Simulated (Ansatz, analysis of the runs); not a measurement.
# A homologous series of junctions, from SiH2(OSiH2)1 chain with methyl sulfide ends, between Au (111) faces with adatoms, part 4 of 4

Wanted: G and thermopower along the series, and a fit against length.

Ansatz 0.2.0; DFT PBE, plane waves, PAW; relaxation of a junction, electrodes held but for their tips (the session's first sound run).

So far, transmission at the Fermi level (a spin, zone mean): step 3 (transmission between the leads, 91 atoms, molecule siloxane 1, methyl sulfide …) 0.00188; step 6 (transmission between the leads, 95 atoms, molecule siloxane 2, methyl sulfide …) 4.8e-5.

## 9. The open system, 99 atoms, molecule siloxane 3, methyl sulfide ends, units 3 (continued)

Level of this step: DFT PBE, plane waves, PAW; transmission of a junction between electrodes (Ansatz).

Table of transmission, one spin by energy, zero at the Fermi level:

```
energy (eV)  transmission, one spin
     -0.700                  1.5e-6
     -0.595                  1.7e-6
     -0.490                  2.1e-6
     -0.385                  1.8e-6
     -0.280                  1.8e-6
     -0.175                  1.9e-6
     -0.070                  2.1e-6
      0.000                  2.3e-6
      0.070                  2.6e-6
      0.175                  3.1e-6
      0.245                  4.0e-6
      0.280                  3.4e-6
      0.385                  3.4e-6
      0.490                  4.0e-6
      0.595                  5.1e-6
      0.700                  6.7e-6
```

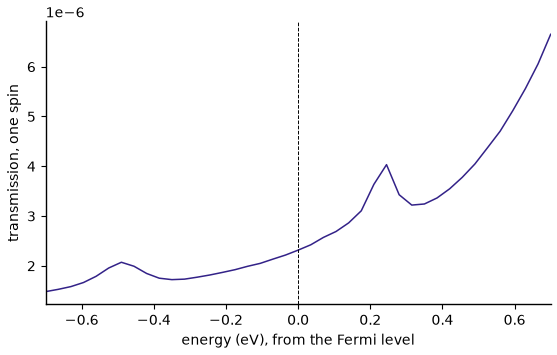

Transmission, one spin, plotted against energy.

The conductance is 2.3e-6 G₀. The conductance is 0.048 times that of the last run that gave one. This chain holds gauche bonds, so it is not the stretched conformer. The lead's Hamiltonian steps by 23.0 meV, which the program lets pass, though it counts in the error estimate. The largest term of the program's error estimate is over 1000 %, from band edges of the leads and from resonances.

## 10. Side by side

Times are for 1 × NVIDIA GB200 with 16 threads of Arm Neoverse V2, shared host. The series side by side:

```
no.                         molecule  units  transmission at the Fermi level (a spin, zone mean)  potential step in the lower lead (meV)  junction conductance (S/m²)  conductance of the junction (G₀)  resistance-area product beyond the leads (Ω um²)     time  memory (GiB)
  1  siloxane 1, methyl sulfide ends      1                                             0.001879                                    22.2                      2.17e11                          0.001891                                             4.601  4.3 min            19
  2  siloxane 2, methyl sulfide ends      2                                              4.79e-5                                    24.4                       5.53e9                           4.82e-5                                             180.7  4.3 min            19
  3  siloxane 3, methyl sulfide ends      3                                              2.31e-6                                      23                       2.67e8                           2.33e-6                                              3740  4.3 min            20
```

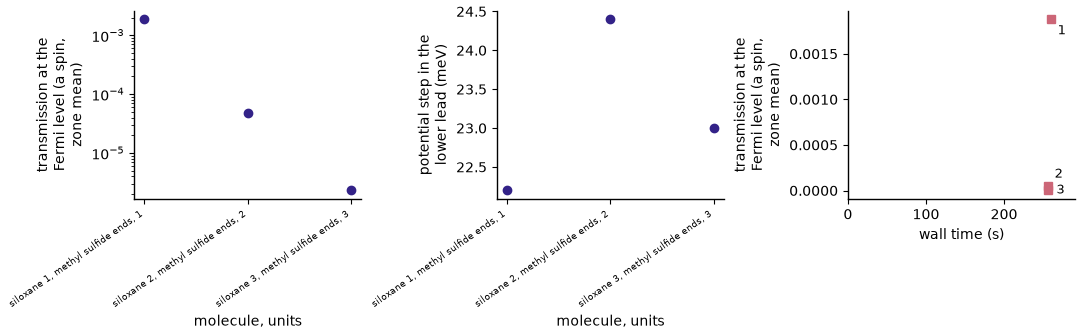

The series as plots; the last panel sets the first result against cost, with the runs numbered as in the table.

The runs together. Transmission against energy, zero at the Fermi level:

```
energy (eV)  siloxane 1, methyl sulfide ends, 1  siloxane 2, methyl sulfide ends, 2  siloxane 3, methyl sulfide ends, 3
     -0.700                             0.00104                              2.8e-5                              1.5e-6
     -0.595                             0.00127                              3.2e-5                              1.7e-6
     -0.490                             0.00168                              4.0e-5                              2.1e-6
     -0.385                             0.00131                              3.3e-5                              1.8e-6
     -0.280                             0.00136                              3.5e-5                              1.8e-6
     -0.175                             0.00152                              3.9e-5                              1.9e-6
     -0.070                             0.00171                              4.4e-5                              2.1e-6
      0.000                             0.00188                              4.8e-5                              2.3e-6
      0.070                             0.00211                              5.3e-5                              2.6e-6
      0.175                             0.00270                              6.6e-5                              3.1e-6
      0.210                             0.00353                              7.9e-5                              3.6e-6
      0.280                             0.00241                              6.3e-5                              3.4e-6
      0.385                             0.00203                              6.2e-5                              3.4e-6
      0.490                             0.00237                              7.6e-5                              4.0e-6
      0.595                             0.00290                              9.6e-5                              5.1e-6
      0.700                             0.00362                              1.2e-4                              6.7e-6
```

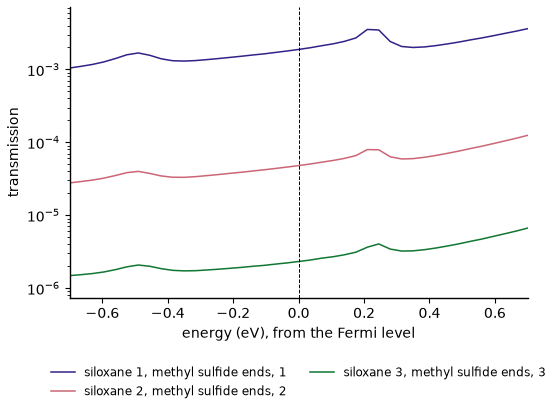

Transmission against energy.

## 11. Landauer integrals, 99 atoms

This step: Landauer integrals over the computed T(E), interpolated linearly between its energies (analysis of the runs above).

The thermopower is -9.76 μV/K. The Lorenz ratio is 1.01, where the Wiedemann-Franz law gives 1. These values rest on a semilocal level alignment and on the mesh across the current. Moving the level by up to 0.1 eV either way gives -13 to -7.6 μV/K.

## 12. Outcome

```
conductance, SiH2(OSiH2)1 chain with methyl sulfide ends : 0.00189 G₀ (one error term of 86 %, so a rough value at best)
thermopower, SiH2(OSiH2)1 chain with methyl sulfide ends : -11.3 μV/K (rough, as the conductance is)
conductance, SiH2(OSiH2)2 chain with methyl sulfide ends : 4.8e-5 G₀ (one error term of 656 %, so a rough value at best)
thermopower, SiH2(OSiH2)2 chain with methyl sulfide ends : -10.5 μV/K (rough, as the conductance is)
conductance, SiH2(OSiH2)3 chain with methyl sulfide ends : 2.3e-6 G₀ (one error term of 3654 %, so a rough value at best)
thermopower, SiH2(OSiH2)3 chain with methyl sulfide ends : -9.76 μV/K (rough, as the conductance is)
```

What this shows: Semilocal functionals put a molecule's frontier levels too near the Fermi level, so conductances off resonance usually come out too high. The mesh of 4 × 4 points across the current is coarse: where the lead's channel count steps, T(E) can show bumps that belong to the mesh. Transport is coherent and elastic here: the atoms are frozen, so scattering by vibrations plays no part. The SiH2(OSiH2)2 chain with methyl sulfide ends is not all-trans: 2 backbone bonds are gauche, so it is another conformer than a stretched chain, and no decay constant is fitted. The SiH2(OSiH2)3 chain with methyl sulfide ends is not all-trans: 4 backbone bonds are gauche, so it is another conformer than a stretched chain, and no decay constant is fitted. Spin-orbit coupling is left out, which matters for the bands of heavy atoms. One term of the program's error estimate for a conductance, of a junction or of the perfect wire, exceeds 1000 % in this session.

[Logs are printed without paths, hosts, clocks, repeated set-up lines and the standing remarks that a program may print on its own settings, such as how far it seeks lower states.]

[Hosts, paths, dates, database ids (printed as entryN), source tags and the programs' standing remarks are cut or masked in the printed files.]
